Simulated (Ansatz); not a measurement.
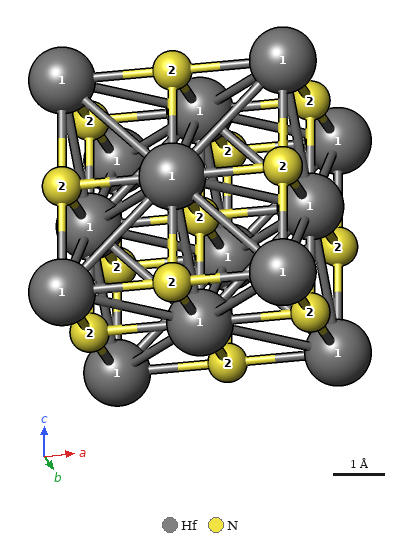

The structure as given in the input (ball-and-stick view of the cell 4 times as large as that of the calculation, set on its symmetry axes, seen at an oblique angle; atoms are numbered from 1 in the order of the input). An atom can appear more than once, as a periodic image.

**HfN: geometry relaxation**

System: HfN (Fm-3m, 2 atoms in the cell).
Method: DFT PBEsol, scalar-relativistic, plane waves, PAW, no spin polarisation (Ansatz 0.2.0).

The structure derives from a Materials Project entry. Figures and captions count atoms from 1; the log counts them from 0 in places.

The program's output
```
Engine: ansatz 0.2.0, x86_64-unknown-linux-gnu
Pseudopotentials: kind: paw
Pseudopotential: Hf, paw, valence charge 26, recommended cutoff 420 eV (normal), Hf.paw.azcp
Pseudopotential: N, paw, valence charge 5, recommended cutoff 420 eV (normal), N.paw.azcp
Functional definition: PBEsol
  exchange = pbesol_x
  correlation = pbesol_c
Crystal: 2 atoms, lattice volume = 22.960 Å³
Basis set: ecut = 420 eV, 459 PW (Γ), exchange–correlation on 48×48×48 points (8 copies of the dense FFT grid, shifted against one another)
Bands: 20, of which v1, the nominal top of the filled ones, is band 16 counted from 1 (15 counted from 0)
Symmetry: 48 space group operations
Space group: Fm-3m (ITA 225), of the structure as read, at distance tolerance 2.8e-5 Å
k-points: 145 of 4096
Non-local potential: Hf, projectors of the file, l = 0: 3, l = 1: 2, l = 2: 2, l = 3: 3
Non-local potential: N, projectors of the file, l = 0: 2, l = 1: 2, l = 2: 1
PAW form: soft (Blöchl's): semilocal exchange-correlation on the pseudo side does not see the compensation charge
PAW frozen core: Hf, regenerated for the run's functional, and the local potential with it (the file was generated under x = pbe(κ = 0.804, μ = 0.2195149727645171), c = pbe(β = 0.06672455060314922))
PAW frozen core: N, regenerated for the run's functional, and the local potential with it (the file was generated under x = pbe(κ = 0.804, μ = 0.2195149727645171), c = pbe(β = 0.06672455060314922))
PAW one-centre angular grid: Hf, 590 points (default); XC on 64 Gauss nodes
PAW one-centre angular grid: N, 110 points (default); XC on 64 Gauss nodes
Initial density: superposition of atomic densities (neutral atoms: chi_scale 0, normalization atom), corrected by the library's trained network
Initial wavefunctions: pseudopotential atomic-orbital guess
Functional: x = pbesol(κ = 0.804, μ = 0.12345679012345678), c = pbesol(β = 0.046)
SCF iter   1: F=—  HF=-15980.254326 eV  |F-HF|=—  |Δ(HF+E_count)|=         —  Δρ=8.40e-3  dr2=1.42e-2  ethr=1.77e-3  ⟨swp⟩=4.9  Hψ=12111  notcnv=0
preconditioner: auto → Kerker (q_TF=auto, 2.868 Å⁻¹)  [metal: Δε(μ)=0.004 eV  Ē_g=18.978 eV  σ=0.100 eV  W_gap=0.02  n_scr=14 (ndim 8)  ℏωp=41.7 eV  f_vac=0.000  D(μ)=0.63/eV (n_scr^D=0)]
SCF iter   2: F=—  HF=-15980.250476 eV  |F-HF|=—  |Δ(HF+E_count)|=   3.85e-3  Δρ=2.37e-3  dr2=9.44e-4  ethr=4.58e-5  ⟨swp⟩=1.7  Hψ=4352  notcnv=0
SCF iter   3: F=—  HF=-15980.250260 eV  |F-HF|=—  |Δ(HF+E_count)|=   2.16e-4  Δρ=8.79e-4  dr2=1.20e-4  ethr=3.04e-6  ⟨swp⟩=2.0  Hψ=3351  notcnv=0
SCF iter   4: F=—  HF=-15980.250245 eV  |F-HF|=—  |Δ(HF+E_count)|=   1.54e-5  Δρ=3.28e-4  dr2=1.59e-5  ethr=3.88e-7  ⟨swp⟩=2.0  Hψ=5117  notcnv=0
SCF iter   5: F=—  HF=-15980.250218 eV  |F-HF|=—  |Δ(HF+E_count)|=   2.75e-5  Δρ=9.38e-5  dr2=1.32e-6  ethr=5.12e-8  ⟨swp⟩=2.3  Hψ=5119  notcnv=0
SCF iter   6: F=—  HF=-15980.250219 eV  |F-HF|=—  |Δ(HF+E_count)|=   1.54e-6  Δρ=1.89e-5  dr2=5.36e-8  ethr=3.23e-10  ⟨swp⟩=8.1  Hψ=21573  notcnv=0
SCF iter   7: F=-15980.250219 eV  HF=-15980.250219 eV  |F-HF|=1.21e-8  |Δ(HF+E_count)|=   9.04e-8  Δρ=4.80e-6  dr2=3.83e-9  ethr=1.73e-10  ⟨swp⟩=9.0  Hψ=18981  notcnv=0
SCF 1 converged in 7 iterations: F = -15980.250219 eV  dr2 = 3.83e-9
  greatest PAW one-centre occupation: 0.998 electrons in one spin orbital (limit 2), on the Hf atom at site 0 (counted from 0), in its partial waves of l = 3
relax step   1: F+E_penalty+E_count = -15980.25021899 eV  Δ(F+E_penalty+E_count) = +0.000e0 eV  max|allowed force component| = 1.223e-29 eV/Å  Δτ_max = 0.0000 Å  P = -1.897 GPa  Ω = 22.960 Å³  (7 SCF iters, dr2 threshold 1.00e-7 eV, accepted)
Crystal: 2 atoms, lattice volume = 22.727 Å³
Initial density: handed on by an earlier stage of this run
Initial wavefunctions: those handed on with the density
iter 1 solved again at ethr=1.45e-6 eV; its pass at ethr=3.10e-3 eV (dr2=4.50e-4 eV) is discarded
SCF iter   1: F=—  HF=-15980.251735 eV  |F-HF|=—  |Δ(HF+E_count)|=         —  Δρ=1.39e-3  dr2=4.31e-4  ethr=1.45e-6  ⟨swp⟩=2.2  Hψ=14204  notcnv=0
preconditioner: auto → Kerker (q_TF=auto, 2.873 Å⁻¹)  [metal: Δε(μ)=0.012 eV  Ē_g=19.054 eV  σ=0.100 eV  W_gap=0.07  n_scr=14 (ndim 8)  ℏωp=41.9 eV  f_vac=0.000  D(μ)=0.61/eV (n_scr^D=0)]
SCF iter   2: F=—  HF=-15980.251641 eV  |F-HF|=—  |Δ(HF+E_count)|=   9.33e-5  Δρ=3.24e-4  dr2=2.29e-5  ethr=1.39e-6  ⟨swp⟩=2.0  Hψ=3876  notcnv=0
SCF iter   3: F=—  HF=-15980.251637 eV  |F-HF|=—  |Δ(HF+E_count)|=   4.53e-6  Δρ=1.62e-4  dr2=5.19e-6  ethr=7.38e-8  ⟨swp⟩=2.0  Hψ=4771  notcnv=0
SCF iter   4: F=—  HF=-15980.251637 eV  |F-HF|=—  |Δ(HF+E_count)|=   2.83e-7  Δρ=1.01e-4  dr2=2.41e-6  ethr=1.68e-8  ⟨swp⟩=2.0  Hψ=4640  notcnv=0
SCF iter   5: F=-15980.251636 eV  HF=-15980.251636 eV  |F-HF|=4.43e-8  |Δ(HF+E_count)|=   1.16e-6  Δρ=1.75e-5  dr2=7.06e-8  ethr=6.45e-10  ⟨swp⟩=6.9  Hψ=20487  notcnv=0
SCF 2 converged in 5 iterations: F = -15980.251636 eV  dr2 = 7.06e-8
relax step   2: F+E_penalty+E_count = -15980.25163613 eV  Δ(F+E_penalty+E_count) = -1.417e-3 eV  max|allowed force component| = 4.339e-30 eV/Å  Δτ_max = 0.0000 Å  P = +1.021 GPa  Ω = 22.727 Å³  energy of the carried Pulay correction = +7.618e-4 eV  (5 SCF iters, dr2 threshold 2.00e-7 eV, accepted)
Crystal: 2 atoms, lattice volume = 22.808 Å³
iter 1 solved again at ethr=1.79e-7 eV; its pass at ethr=3.10e-3 eV (dr2=5.56e-5 eV) is discarded
SCF iter   1: F=—  HF=-15980.251638 eV  |F-HF|=—  |Δ(HF+E_count)|=         —  Δρ=4.87e-4  dr2=5.31e-5  ethr=1.79e-7  ⟨swp⟩=2.0  Hψ=13998  notcnv=0
preconditioner: auto → Kerker (q_TF=auto, 2.871 Å⁻¹)  [metal: Δε(μ)=0.010 eV  Ē_g=19.045 eV  σ=0.100 eV  W_gap=0.06  n_scr=14 (ndim 8)  ℏωp=41.9 eV  f_vac=0.000  D(μ)=0.62/eV (n_scr^D=0)]
SCF iter   2: F=—  HF=-15980.251625 eV  |F-HF|=—  |Δ(HF+E_count)|=   1.32e-5  Δρ=1.06e-4  dr2=2.44e-6  ethr=1.71e-7  ⟨swp⟩=2.0  Hψ=3861  notcnv=0
SCF iter   3: F=—  HF=-15980.251626 eV  |F-HF|=—  |Δ(HF+E_count)|=   3.03e-7  Δρ=5.33e-5  dr2=5.59e-7  ethr=6.45e-10  ⟨swp⟩=10.7  Hψ=26718  notcnv=0
SCF iter   4: F=—  HF=-15980.251626 eV  |F-HF|=—  |Δ(HF+E_count)|=   1.52e-7  Δρ=3.69e-5  dr2=3.05e-7  ethr=6.45e-10  ⟨swp⟩=9.4  Hψ=23189  notcnv=0
SCF iter   5: F=-15980.251626 eV  HF=-15980.251626 eV  |F-HF|=7.31e-9  |Δ(HF+E_count)|=   1.44e-7  Δρ=6.25e-6  dr2=1.00e-8  ethr=6.45e-10  ⟨swp⟩=8.5  Hψ=18439  notcnv=0
SCF 3 converged in 5 iterations: F = -15980.251626 eV  dr2 = 1.00e-8
relax step   3: F+E_penalty+E_count = -15980.25162554 eV  Δ(F+E_penalty+E_count) = +1.059e-5 eV  max|allowed force component| = 3.879e-30 eV/Å  Δτ_max = 0.0000 Å  P = -0.009 GPa  Ω = 22.808 Å³  energy of the carried Pulay correction = +4.962e-4 eV  (5 SCF iters, dr2 threshold 2.00e-7 eV, accepted)
Initial wavefunctions: pseudopotential atomic-orbital guess (no wavefunctions were taken with the density)
iter 1 solved again at ethr=8.22e-9 eV; its pass at ethr=3.10e-3 eV (dr2=2.55e-6 eV) is discarded
SCF iter   1: F=—  HF=-15980.251153 eV  |F-HF|=—  |Δ(HF+E_count)|=         —  Δρ=3.66e-5  dr2=5.97e-8  ethr=8.22e-9  ⟨swp⟩=3.7  Hψ=21476  notcnv=0
preconditioner: auto → Kerker (q_TF=auto, 2.871 Å⁻¹)  [metal: Δε(μ)=0.011 eV  Ē_g=19.042 eV  σ=0.100 eV  W_gap=0.06  n_scr=14 (ndim 8)  ℏωp=41.9 eV  f_vac=0.000  D(μ)=0.61/eV (n_scr^D=0)]
SCF iter   2: F=—  HF=-15980.251152 eV  |F-HF|=—  |Δ(HF+E_count)|=   1.72e-6  Δρ=1.94e-5  dr2=2.22e-8  ethr=1.93e-10  ⟨swp⟩=2.0  Hψ=4708  notcnv=0
SCF iter   3: F=—  HF=-15980.251152 eV  |F-HF|=—  |Δ(HF+E_count)|=   8.78e-9  Δρ=1.01e-5  dr2=4.74e-9  ethr=7.15e-11  ⟨swp⟩=2.0  Hψ=5045  notcnv=0
SCF iter   4: F=—  HF=-15980.251152 eV  |F-HF|=—  |Δ(HF+E_count)|=   4.86e-9  Δρ=1.53e-6  dr2=2.60e-10  ethr=1.53e-11  ⟨swp⟩=2.0  Hψ=5160  notcnv=0
SCF iter   5: F=—  HF=-15980.251152 eV  |F-HF|=—  |Δ(HF+E_count)|=  7.28e-12  Δρ=8.12e-7  dr2=7.17e-11  ethr=1.00e-12  ⟨swp⟩=2.0  Hψ=5155  notcnv=0
SCF iter   6: F=-15980.251152 eV  HF=-15980.251152 eV  |F-HF|=3.64e-12  |Δ(HF+E_count)|=  2.91e-11  Δρ=1.26e-7  dr2=1.98e-12  ethr=1.00e-12  ⟨swp⟩=5.8  Hψ=13366  notcnv=0
SCF 4 converged in 6 iterations: F = -15980.251152 eV  dr2 = 1.98e-12
relax step   4: F+E_penalty+E_count = -15980.25115162 eV  Δ(F+E_penalty+E_count) = +4.739e-4 eV  max|allowed force component| = 6.068e-30 eV/Å  Δτ_max = 0.0000 Å  P = -0.036 GPa  Ω = 22.808 Å³  stress off target by 3.64e-2 GPa  SCF on the basis re-selected at this cell (its energy is not comparable with the rows above)  (6 SCF iters)
```

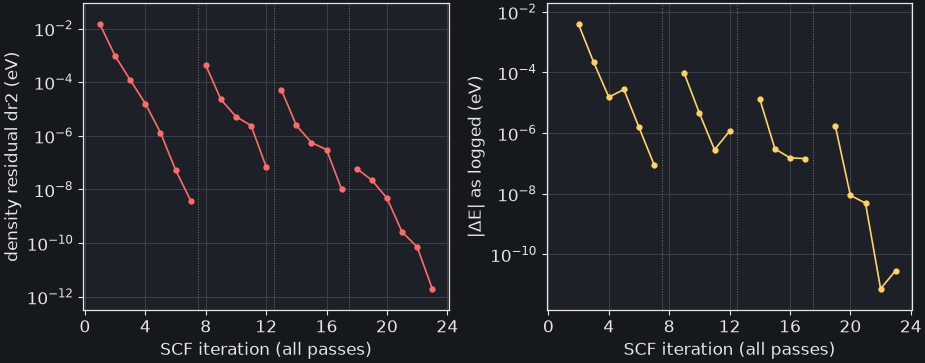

Convergence of the self-consistent field: density residual dr2 and size of the energy change against the SCF iteration. The dotted lines part the SCF passes of the relaxation: geometry steps, rejected trials and re-solves on a re-selected basis. The passes take 7, 5, 5 and 6 iterations.

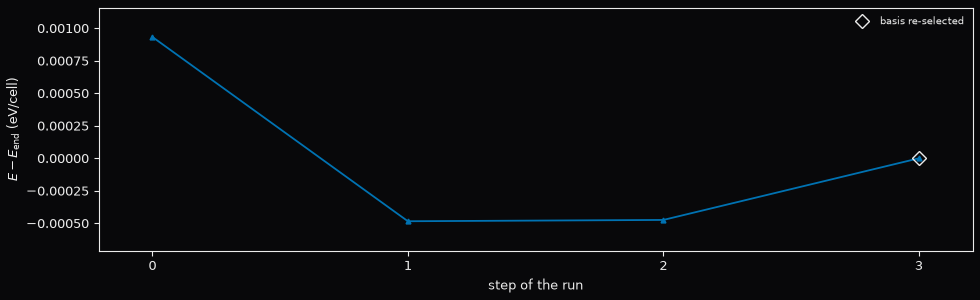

Progress of the relaxation, step by step (the first geometry is step 0 here and step 1 in the log). After 2 geometry steps the energy has fallen by 1.4 meV per cell of the calculation. All forces vanish by symmetry, so only the cell relaxes. Pressure: −1.90 GPa at the start and −0.04 GPa at the end. No atom moves by more than 0.005 Å relative to the cell. A last SCF at the same geometry on a re-selected plane-wave basis shifts the energy by +0.5 meV per cell of the calculation.

```
basis re-selected at this cell: Δ(F+E_penalty+E_count) = +4.739e-4 eV, ΔP = -0.027 GPa vs the last step (what re-selecting the basis moved, of the pressure what is left beyond the Pulay correction that the steps carried, after the strain that the cell walked since its last selection, with what the two solves' SCF thresholds leave and, on support functions, any second-order correction that the steps lacked; it is no measure of the basis error at this ecutwfc). This SCF's stress stands 3.64e-2 GPa from its target on what of the cell is left free (relax.cell.stress_tol is 5.00e-2 GPa) and its largest allowed force component is 6.07e-30 eV/Å (relax.f_tol is 5.00e-3 eV/Å): within both
SCF converged after 6 iterations
Free energy (F): -15980.251152 eV
Harris-Foulkes:  -15980.251152 eV  (|F-HF|=3.64e-12)
Internal energy: -15980.248079 eV  (E = F + TS)
E sigma→0 (E₀):  -15980.249615 eV
Entropy (-TS):   -0.003072 eV (-1.536 meV/atom)
Fermi energy:    23.965173 eV
--- Per-component energies (eV) ---
  E_band       = 186.795970
  E_kinetic    = 557.393805
  E_local      = -4694.030877  (includes V_loc(G=0)·N_el)
  E_nonlocal   = -1192.586008
  E_hartree    = 2229.862972
  E_xc         = -359.054695
  E_vxc        = -344.581032  (∫ρ·V_xc dr)
  E_paw        = -6929.697751  (= ΣΔE_a)
  E_vpaw       = 1400.874017  (= ΣTr[D̂ρ^β])
  E_aug_tail   = 0.000093  (compensation charges beyond the density's cutoff)
  E_ewald      = -5593.414809
  E_core_change = 1.279190  (= ΣΔE_core)
  E_smearing   = -0.003072  (= −TS)
  E_closure    = -0.000000  (closes the sum)
  Σ components = -15980.251152   (vs F -15980.251152, Δ=0.00e0)
--- Forces (eV/Å), atoms counted from 1 ---
  atom   1  Hf     0.00000000     0.00000000     0.00000000
  atom   2  N      0.00000000    -0.00000000     0.00000000
  max |Σ_I F_I| component: 1.31e-29 eV/Å
--- Stress (GPa, compression-positive) ---
       -0.036439      -0.000000      -0.000000
       -0.000000      -0.036439      -0.000000
       -0.000000      -0.000000      -0.036439
  P = ⅓ Tr σ = -0.0364 GPa (-0.364 kbar)
--- Band table (eV; the first three rows and the last of 145) ---
  k-point 0: bands = ["-38.6652", "-7.0670", "-7.0670", "-7.0670", "6.4494", "11.3871", "11.3871", "11.3871", "11.4234", "11.5273", "11.5273", "11.5273", "21.0585", "21.0585", "21.0585", "23.5656", "23.5656", "23.5656", "25.8425", "25.9145"]
  k-point 1: bands = ["-38.6627", "-7.1096", "-7.0705", "-7.0705", "6.5413", "11.3879", "11.3906", "11.3906", "11.4254", "11.5243", "11.5243", "11.5274", "20.6379", "20.8060", "20.8060", "23.6945", "23.7067", "23.7067", "26.1348", "26.2311"]
  k-point 2: bands = ["-38.6557", "-7.2288", "-7.0803", "-7.0803", "6.8045", "11.3912", "11.4007", "11.4007", "11.4315", "11.5161", "11.5161", "11.5278", "19.7052", "20.2263", "20.2263", "23.9114", "24.0726", "24.0726", "26.8771", "27.0482"]
  k-point 144: bands = ["-38.5785", "-7.6518", "-7.6518", "-7.4317", "8.1516", "11.4407", "11.4543", "11.4543", "11.4783", "11.4783", "11.5050", "11.5463", "17.7933", "18.4714", "18.4714", "25.1115", "25.1115", "29.5890", "29.6109", "30.1919"]
--- Relaxed structure (3 steps of the walk, 3 accepted, 1 SCFs on fresh bases) ---
  F+E_penalty+E_count = -15980.25115162 eV   max|allowed force component| = 6.068e-30 eV/Å   (the final SCF, on the basis selected at the relaxed cell)
  cell:  # Å, volume = 22.8076 Å³
    - [-4.585834829606032e-34, 2.2508679173512163, 2.2508679173512163]
    - [2.2508679173512163, -1.0190744065791177e-34, 2.2508679173512163]
    - [2.2508679173512163, 2.2508679173512163, 9.426438260856841e-34]
  atoms:
    - { symbol: Hf, position: [-1.3339770075633214e-36, 1.7786360100864505e-36, 4.891249027743652e-36] }
    - { symbol: N, position: [0.5, 0.5, 0.5] }
```

Trajectory as extended XYZ (Å, eV, eV/Å), 4 frames, from step=1 to step=4
```
2
Lattice="0.0000 2.2559 2.2559 2.2559 0.0000 2.2559 2.2559 2.2559 0.0000" Properties=species:S:1:pos:R:3:forces:R:3 step=1 energy=-15980.25022 pressure_GPa=-1.90
Hf    0.0000    0.0000    0.0000    0.0000   0.0000   0.0000
N     2.2559    2.2559    2.2559    0.0000   0.0000   0.0000
2
Lattice="0.0000 2.2482 2.2482 2.2482 0.0000 2.2482 2.2482 2.2482 0.0000" Properties=species:S:1:pos:R:3:forces:R:3 step=2 energy=-15980.25164 pressure_GPa=1.02
Hf    0.0000    0.0000    0.0000    0.0000   0.0000   0.0000
N     2.2482    2.2482    2.2482    0.0000   0.0000   0.0000
2
Lattice="0.0000 2.2509 2.2509 2.2509 0.0000 2.2509 2.2509 2.2509 0.0000" Properties=species:S:1:pos:R:3:forces:R:3 step=3 energy=-15980.25163 pressure_GPa=-0.01
Hf    0.0000    0.0000    0.0000    0.0000   0.0000   0.0000
N     2.2509    2.2509    2.2509    0.0000   0.0000   0.0000
2
Lattice="0.0000 2.2509 2.2509 2.2509 0.0000 2.2509 2.2509 2.2509 0.0000" Properties=species:S:1:pos:R:3:forces:R:3 step=4 energy=-15980.25115 pressure_GPa=-0.04
Hf    0.0000    0.0000    0.0000    0.0000   0.0000   0.0000
N     2.2509    2.2509    2.2509    0.0000   0.0000   0.0000
```

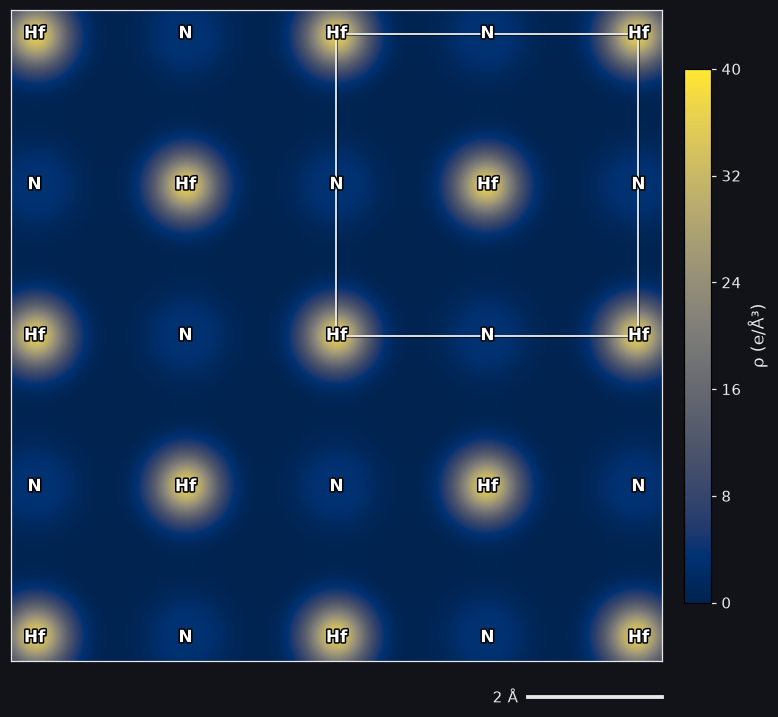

Valence charge density (pseudo) on the (001) plane of the conventional cell. Atoms in the plane: Hf and N. Hf–N (2.25 Å): ρ is about 0.53 e/Å³ halfway. Hf–Hf (3.18 Å): ρ at the midpoint is about 0.19 e/Å³. Away from the nuclei the density in this plane falls to 0.19 e/Å³ at its lowest. In a PAW calculation such maps are meaningful between the atoms, not at the nuclei.

This output came from the following input.

Input
```yaml
crystal:
  lattice:
    - [0.0, 2.2558601243, 2.2558601243]
    - [2.2558601243, 0.0, 2.2558601243]
    - [2.2558601243, 2.2558601243, 0.0]
  atoms:
    - { symbol: Hf, position: [0.0, 0.0, 0.0] }
    - { symbol: "N", position: [0.5, 0.5, 0.5] }
basis:
  ecutwfc: 420
kpoints:
  mp_grid: { grid: [16, 16, 16] }
hamiltonian:
  xc: pbesol
scf:
  occupations: { method: gaussian, width: 0.1 }
output:
  forces: true
  stress: true
  eigenvalues: true
  write_density: true
  write_potential: true
  elf: true
  volumetric_format: npy
relax:
  adjacent_minimum: "off"
  f_tol: 0.005
  max_steps: 80
  cell: { stress_tol: 0.05 }
```

Launched with:
```bash
ansatz run input.yaml --threads 4 --pin off --max-ram 10240MiB --backend cpu --events-out ev --progress --plain --runs-dir out
```

Summary

| quantity | value |
| --- | --- |
| outcome | converged |
| space group (tolerance 0.01 Å) | Fm-3m (225) |
| electrons treated | 31 |
| free energy | −15980.2512 eV |
| Fermi energy | 23.965 eV |
| gap on the k-point mesh | none (metallic) |
| pressure | −0.04 GPa |
| final volume | 22.81 Å³ |
| largest force (length of the vector) at the end | under 0.001 eV/Å |
| final cell | a = 3.183 Å, b = 3.183 Å, c = 3.183 Å, α = 60.00°, β = 60.00°, γ = 60.00° |
| hardware | 4 threads of Intel Xeon @ 2.50GHz (Skylake/Cascade Lake), 12 GiB of memory available, shared host |
| wall time | 8.3 s (CPU time 29 s) |
| peak memory | 0.46 GiB |

Spin–orbit coupling is left out, which matters for Hf. The cell holds an odd number of electrons but the run has no spin polarisation, so a band is left half filled.
